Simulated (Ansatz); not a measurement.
Consider HfSiO4.

The calculation's input:

```
crystal:
  lattice:
    - [2.5731026597, 1.4855815132, 5.3546375808]
    - [-2.5731026597, 1.4855815132, 5.3546375808]
    - [0.0, -2.9711630265, 5.3546375808]
  atoms:
    - { symbol: Hf, position: [0.5308743824, 0.5308743824, 0.5308743824] }
    - { symbol: Si, position: [0.8842702646, 0.8842702646, 0.8842702646] }
    - { symbol: O, position: [0.0560978708, 0.5332687731, 0.0560978708] }
    - { symbol: O, position: [0.5332687731, 0.0560978708, 0.0560978708] }
    - { symbol: O, position: [0.0560978708, 0.0560978708, 0.5332687731] }
    - { symbol: O, position: [0.4222765882, 0.4222765882, 0.4222765882] }
basis:
  ecutwfc: 420
kpoints:
  mp_grid: { grid: [6, 6, 6] }
hamiltonian:
  xc: pbe
scf:
  occupations: { method: gaussian, width: 0.02 }
output:
  forces: true
  stress: true
  eigenvalues: true
  write_density: true
  write_potential: true
  elf: true
  volumetric_format: npy
relax:
  adjacent_minimum: "off"
  f_tol: 0.01
  max_steps: 80
  cell: { stress_tol: 0.05 }
```

Command:

```sh
ansatz run input.yaml --threads 1 --pin off --max-ram 2560MiB --backend cpu --events-out ev --progress --plain --runs-dir out
```

Below, planes, directions and counts refer to the conventional cell (a = 5.15 Å, b = 5.15 Å, c = 16.31 Å, α = 90.00°, β = 90.00°, γ = 120.00°).

The fields are those of the relaxed geometry.

Space group R3m; a structure generated by program, which may or may not match a known phase.

Method: DFT PBE, scalar-relativistic, plane waves, PAW (Ansatz 0.2.0).

What can the converged valence pseudo-density and electron localisation function tell about the bonding?

Hf–O (1.74 Å): the density is about 2.1 e/Å³ at the midpoint, with its minimum of 1.8 e/Å³ about 1.0 Å from Hf; the ELF peaks at about 0.75 in the valence shell of O, 0.5 Å from its nucleus, and drops to about 0.35 between the two atoms.

Metal or insulator at this level of theory?

It is gapped, with a Kohn–Sham gap of 3.4 eV on the k-point mesh, an upper bound to the gap of this method.

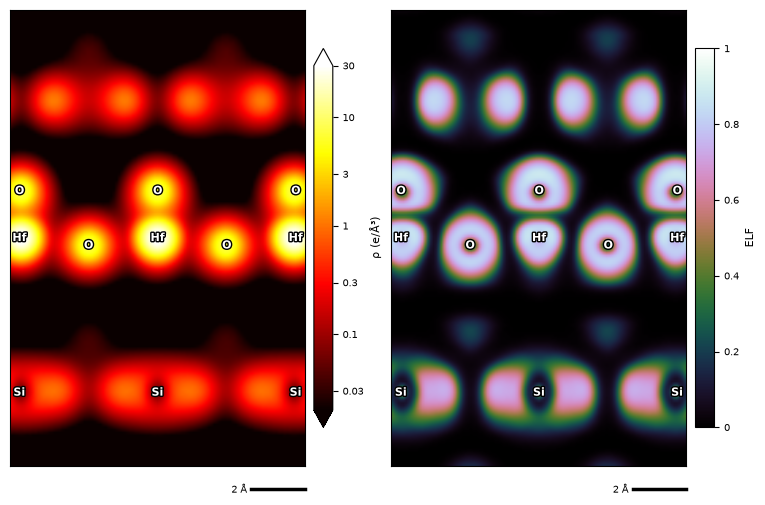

Computed valence pseudo-density and electron localisation function on the (100) plane of the conventional cell, in this order. Atoms just off the plane (O, 0.7 Å away) can leave unmarked features too.

Core electrons are frozen (PAW), and the valence fields are smoothed inside the atomic spheres.
